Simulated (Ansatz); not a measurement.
# Two runs on TiO2

System: TiO2 (6 atoms in the cell).
Method of the first run: Kohn-Sham DFT of a periodic cell, PBEsol, Ansatz PAW, no spin polarisation (Ansatz 0.2.0).

The structure derives from a Materials Project entry. Text and figures count atoms from 1; the logs count them from 0 in places.

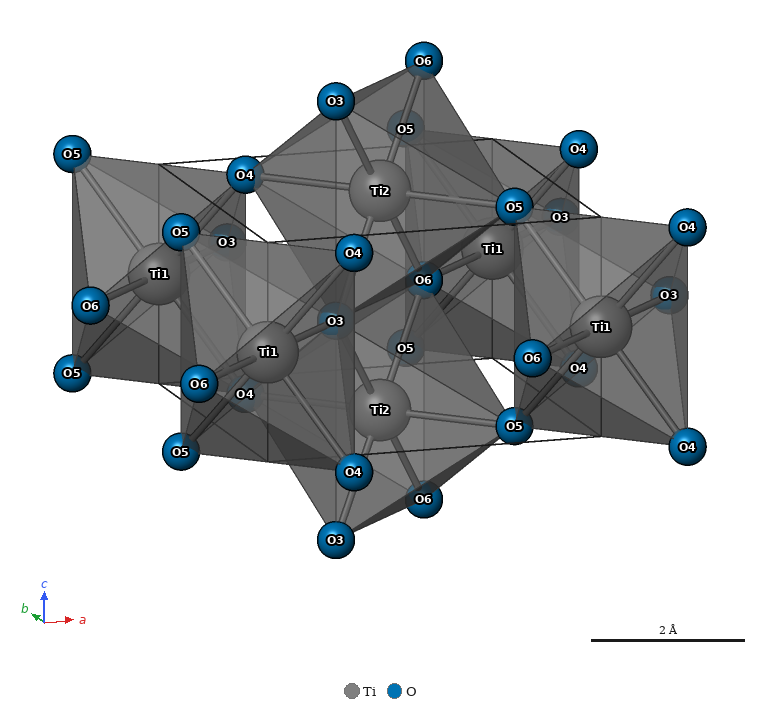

**Figure 1.** The structure as given in the input (polyhedral view of the cell of the calculation, seen slightly off an axis; polyhedra are completed across the faces of the cell; atoms are numbered from 1 in the order of the input).

**Input, the first run**
```yaml
crystal:
  lattice:
    - [4.5998373239, 0.0, 0.0]
    - [0.0, 4.5998373239, 0.0]
    - [0.0, 0.0, 2.95921356]
  atoms:
    - { symbol: Ti, position: [0.0, 0.0, 0.5] }
    - { symbol: Ti, position: [0.5, 0.5, 0.0] }
    - { symbol: O, position: [0.30432132, 0.30432132, 0.5] }
    - { symbol: O, position: [0.19567868, 0.80432132, 0.0] }
    - { symbol: O, position: [0.80432132, 0.19567868, 0.0] }
    - { symbol: O, position: [0.69567868, 0.69567868, 0.5] }
hamiltonian:
  xc: pbesol
  pseudopotentials: { kind: paw }
kpoints:
  mp_grid: { grid: [6, 6, 9] }
scf:
  occupations: { method: fermi_dirac, width: 0.05 }
output:
  forces: true
  stress: true
relax:
  f_tol: 0.01
  max_steps: 40
  cell: { stress_tol: 0.05 }
```

Command:
```bash
ansatz run input.yaml --threads 2 --pin off --max-ram 5120MiB --backend cpu --events-out ev --progress --plain --runs-dir out
```

Hardware: 2 threads of Arm Neoverse V1, 24 GiB of memory available, shared host.

**Output, shortened to warnings, some set-up lines, iterations and results (the first run)**
```
Basis set: ecut = 420 eV, 1217 PW (Γ), exchange–correlation on 64×64×40 points (8 copies of the dense FFT grid, shifted against one another)
Symmetry: 16 space group operations
k-points: 50 of 324
Initial density: superposition of atomic densities (neutral atoms: chi_scale 0, normalization atom), corrected by the library's trained network
[...]
SCF iter   1: F=—  HF=-7199.642945 eV  |F-HF|=—  |Δ(HF+E_count)|=         —  Δρ=1.95e-2  dr2=2.01e-1  ethr=1.77e-3  ⟨swp⟩=5.0  Hψ=6007  notcnv=0
SCF iter   2: F=—  HF=-7199.609249 eV  |F-HF|=—  |Δ(HF+E_count)|=   3.37e-2  Δρ=9.15e-3  dr2=4.77e-2  ethr=4.19e-4  ⟨swp⟩=2.0  Hψ=2703  notcnv=0  defer=45
SCF iter   3: F=—  HF=-7199.600876 eV  |F-HF|=—  |Δ(HF+E_count)|=   8.37e-3  Δρ=2.63e-3  dr2=3.52e-3  ethr=9.95e-5  ⟨swp⟩=2.0  Hψ=2301  notcnv=0  defer=45
SCF iter   4: F=—  HF=-7199.600240 eV  |F-HF|=—  |Δ(HF+E_count)|=   6.36e-4  Δρ=6.60e-4  dr2=1.99e-4  ethr=7.33e-6  ⟨swp⟩=2.0  Hψ=2807  notcnv=0  defer=45
SCF iter   5: F=—  HF=-7199.600286 eV  |F-HF|=—  |Δ(HF+E_count)|=   4.61e-5  Δρ=1.20e-4  dr2=1.03e-5  ethr=4.15e-7  ⟨swp⟩=2.6  Hψ=2280  notcnv=0  defer=45
[... 48 lines ...]
SCF iter   4: F=—  HF=-7199.607356 eV  |F-HF|=—  |Δ(HF+E_count)|=   1.31e-9  Δρ=9.41e-7  dr2=3.78e-10  ethr=2.68e-11  ⟨swp⟩=2.2  Hψ=2122  notcnv=0
SCF iter   5: F=—  HF=-7199.607356 eV  |F-HF|=—  |Δ(HF+E_count)|=  2.21e-10  Δρ=4.09e-7  dr2=6.55e-11  ethr=1.00e-12  ⟨swp⟩=2.4  Hψ=2127  notcnv=0
SCF iter   6: F=-7199.607356 eV  HF=-7199.607356 eV  |F-HF|=1.82e-12  |Δ(HF+E_count)|=  6.00e-11  Δρ=8.05e-8  dr2=3.70e-12  ethr=1.00e-12  ⟨swp⟩=4.0  Hψ=4714  notcnv=0
SCF 8 converged in 6 iterations: F = -7199.607356 eV  dr2 = 3.70e-12
relax step   8: F+E_penalty+E_count = -7199.60735565 eV  Δ(F+E_penalty+E_count) = +7.584e-5 eV  max|allowed force component| = 3.849e-5 eV/Å  Δτ_max = 0.0000 Å  P = -0.003 …
basis re-selected at this cell: Δ(F+E_penalty+E_count) = +7.584e-5 eV, ΔP = -0.001 GPa vs the last step (what re-selecting the basis moved, of the pressure what is left beyond the Pulay correction that the steps carried, after the strain that the cell walked since its last selection, with what the …
SCF converged after 6 iterations
Free energy (F): -7199.607356 eV
Harris-Foulkes:  -7199.607356 eV  (|F-HF|=1.82e-12)
Internal energy: -7199.607356 eV  (E = F + TS)
E sigma→0 (E₀):  -7199.607356 eV
Fermi energy:    10.027078 eV
--- Per-component energies (eV) ---
  E_band       = -388.999949
  E_kinetic    = 1244.332766
  E_local      = -3071.342421  (includes V_loc(G=0)·N_el)
  E_nonlocal   = 200.170086
  E_hartree    = 1166.310119
  E_xc         = -487.099705
  E_vxc        = -620.061752  (∫ρ·V_xc dr)
  E_paw        = -2648.708992  (= ΣΔE_a)
  E_vpaw       = -474.728909  (= ΣTr[D̂ρ^β])
  E_aug_tail   = 0.010014  (compensation charges beyond the density's cutoff)
  E_ewald      = -3603.699143
  E_core_change = 0.419920  (= ΣΔE_core)
  E_smearing   = -0.000000  (= −TS)
  E_closure    = -0.000000  (closes the sum)
  Σ components = -7199.607356   (vs F -7199.607356, Δ=0.00e0)
--- Forces (eV/Å), atoms counted from 1 ---
  atom   1  Ti     0.00000000    -0.00000000     0.00000000
  atom   2  Ti     0.00000000     0.00000000     0.00000000
  atom   3  O     -0.00003849    -0.00003849     0.00000000
  atom   4  O      0.00003849    -0.00003849     0.00000000
  atom   5  O     -0.00003849     0.00003849     0.00000000
  atom   6  O      0.00003849     0.00003849     0.00000000
  max |Σ_I F_I| component: 1.95e-18 eV/Å
--- Stress (GPa, compression-positive) ---
       -0.001741       0.000000       0.000000
        0.000000      -0.001741       0.000000
        0.000000       0.000000      -0.005546
  P = ⅓ Tr σ = -0.0030 GPa (-0.030 kbar)
--- Relaxed structure (6 steps of the walk, 6 accepted, 2 SCFs on fresh bases) ---
  F+E_penalty+E_count = -7199.60735565 eV   max|allowed force component| = 3.849e-5 eV/Å   (the final SCF, on the basis selected at the relaxed cell)
  cell:  # Å, volume = 61.9532 Å³
    - [4.591242143918087, -8.889064965564067e-35, 0.0]
    - [-5.228861744449451e-36, 4.591242143918087, 0.0]
    - [0.0, 0.0, 2.9390250540974328]
  atoms:
[...]
```

For the second run the input was changed thus:
```diff
-  xc: pbesol
+  xc: { exchange: rpw86, correlation: pbe }
```

How does the second run compare with the first run?

The total energies belong to different methods, so their difference says nothing on which is more stable or more accurate. The volume per atom goes from 10.33 to 10.90 Å³. The functional changes from PBEsol to one typed by its parts (see the changed lines). The SCF takes 45 iterations over all geometry steps against 42.

**Output, shortened to warnings, some set-up lines, iterations and results (the second run)**
```
Basis set: ecut = 420 eV, 1217 PW (Γ), exchange–correlation on 64×64×40 points (8 copies of the dense FFT grid, shifted against one another)
Symmetry: 16 space group operations
k-points: 50 of 324
Initial density: superposition of atomic densities (neutral atoms: chi_scale 0, normalization atom), corrected by the library's trained network
[...]
SCF iter   1: F=—  HF=-7342.631428 eV  |F-HF|=—  |Δ(HF+E_count)|=         —  Δρ=1.98e-2  dr2=1.66e-1  ethr=1.77e-3  ⟨swp⟩=4.8  Hψ=5968  notcnv=0
SCF iter   2: F=—  HF=-7342.602331 eV  |F-HF|=—  |Δ(HF+E_count)|=   2.91e-2  Δρ=8.65e-3  dr2=5.05e-2  ethr=3.47e-4  ⟨swp⟩=2.0  Hψ=2721  notcnv=0  defer=59
SCF iter   3: F=—  HF=-7342.593979 eV  |F-HF|=—  |Δ(HF+E_count)|=   8.35e-3  Δρ=2.48e-3  dr2=1.97e-3  ethr=1.05e-4  ⟨swp⟩=2.0  Hψ=2278  notcnv=0  defer=59
SCF iter   4: F=—  HF=-7342.593579 eV  |F-HF|=—  |Δ(HF+E_count)|=   4.00e-4  Δρ=4.57e-4  dr2=7.37e-5  ethr=4.11e-6  ⟨swp⟩=2.0  Hψ=2274  notcnv=0  defer=59
SCF iter   5: F=—  HF=-7342.594317 eV  |F-HF|=—  |Δ(HF+E_count)|=   7.38e-4  Δρ=1.07e-4  dr2=7.71e-6  ethr=1.54e-7  ⟨swp⟩=2.0  Hψ=2522  notcnv=0  defer=59
[... 51 lines ...]
SCF iter   5: F=—  HF=-7342.676264 eV  |F-HF|=—  |Δ(HF+E_count)|=   9.46e-8  Δρ=4.26e-6  dr2=2.59e-9  ethr=4.87e-11  ⟨swp⟩=2.1  Hψ=1922  notcnv=0
SCF iter   6: F=—  HF=-7342.676264 eV  |F-HF|=—  |Δ(HF+E_count)|=   9.95e-8  Δρ=5.43e-7  dr2=1.02e-10  ethr=5.40e-12  ⟨swp⟩=2.1  Hψ=2259  notcnv=0
SCF iter   7: F=-7342.676264 eV  HF=-7342.676264 eV  |F-HF|=6.46e-11  |Δ(HF+E_count)|=  8.19e-12  Δρ=1.34e-7  dr2=6.79e-12  ethr=1.00e-12  ⟨swp⟩=4.0  Hψ=4827  notcnv=0
SCF 8 converged in 7 iterations: F = -7342.676264 eV  dr2 = 6.79e-12
relax step   8: F+E_penalty+E_count = -7342.67626411 eV  Δ(F+E_penalty+E_count) = -7.667e-4 eV  max|allowed force component| = 2.788e-4 eV/Å  Δτ_max = 0.0000 Å  P = +0.027 …
basis re-selected at this cell: Δ(F+E_penalty+E_count) = -7.667e-4 eV, ΔP = +0.007 GPa vs the last step (what re-selecting the basis moved, of the pressure what is left beyond the Pulay correction that the steps carried, after the strain that the cell walked since its last selection, with what the …
SCF converged after 7 iterations
Free energy (F): -7342.676264 eV
Harris-Foulkes:  -7342.676264 eV  (|F-HF|=6.46e-11)
Internal energy: -7342.676264 eV  (E = F + TS)
E sigma→0 (E₀):  -7342.676264 eV
Fermi energy:    9.310916 eV
--- Per-component energies (eV) ---
  E_band       = -422.266087
  E_kinetic    = 1242.373083
  E_local      = -3172.409521  (includes V_loc(G=0)·N_el)
  E_nonlocal   = 195.452958
  E_hartree    = 1207.527210
  E_xc         = -497.261370
  E_vxc        = -626.020411  (∫ρ·V_xc dr)
  E_paw        = -2781.824056  (= ΣΔE_a)
  E_vpaw       = -476.726726  (= ΣTr[D̂ρ^β])
  E_aug_tail   = 0.010109  (compensation charges beyond the density's cutoff)
  E_ewald      = -3536.398672
  E_core_change = -0.146005  (= ΣΔE_core)
  E_smearing   = -0.000000  (= −TS)
  E_closure    = 0.000000  (closes the sum)
  Σ components = -7342.676264   (vs F -7342.676264, Δ=0.00e0)
--- Forces (eV/Å), atoms counted from 1 ---
  atom   1  Ti    -0.00000000    -0.00000000     0.00000000
  atom   2  Ti     0.00000000     0.00000000     0.00000000
  atom   3  O      0.00027881     0.00027881     0.00000000
  atom   4  O     -0.00027881     0.00027881     0.00000000
  atom   5  O      0.00027881    -0.00027881     0.00000000
  atom   6  O     -0.00027881    -0.00027881     0.00000000
  max |Σ_I F_I| component: 3.47e-18 eV/Å
--- Stress (GPa, compression-positive) ---
        0.032903       0.000000       0.000000
        0.000000       0.032903       0.000000
        0.000000       0.000000       0.015492
  P = ⅓ Tr σ = 0.0271 GPa (0.271 kbar)
--- Relaxed structure (6 steps of the walk, 6 accepted, 2 SCFs on fresh bases) ---
  F+E_penalty+E_count = -7342.67626411 eV   max|allowed force component| = 2.788e-4 eV/Å   (the final SCF, on the basis selected at the relaxed cell)
  cell:  # Å, volume = 65.4249 Å³
    - [4.679394558735435, 5.995761466968704e-34, 0.0]
    - [5.995761466968704e-34, 4.679394558735435, 0.0]
    - [0.0, 0.0, 2.9878821657098213]
  atoms:
[...]
```

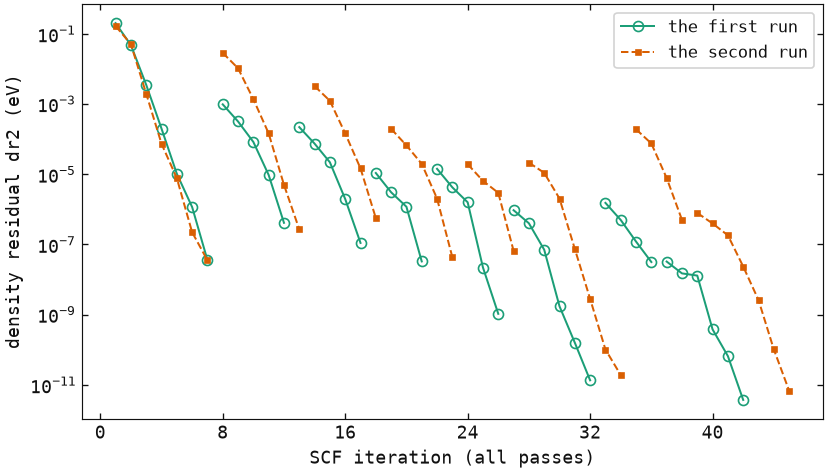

**Figure 2.** Convergence of the two runs: density residual dr2 against the SCF iteration. A break in a curve parts two SCF passes. The first run takes 42 iterations in all, and the second run takes 45.

**The two runs side by side**

```csv
quantity,the first run,the second run
outcome,converged,converged
free energy per atom (eV),−1199.9346,−1223.7794
pressure (GPa),0.00,0.03
volume per atom (Å³),10.33,10.90
largest force (eV/Å),0.000,0.000
SCF iterations,42,45
irreducible k-points,50,50
wall time (shared host),18 s,18 s
```

For the second run: Points of doubt noted for this run: forces on files of another functional.
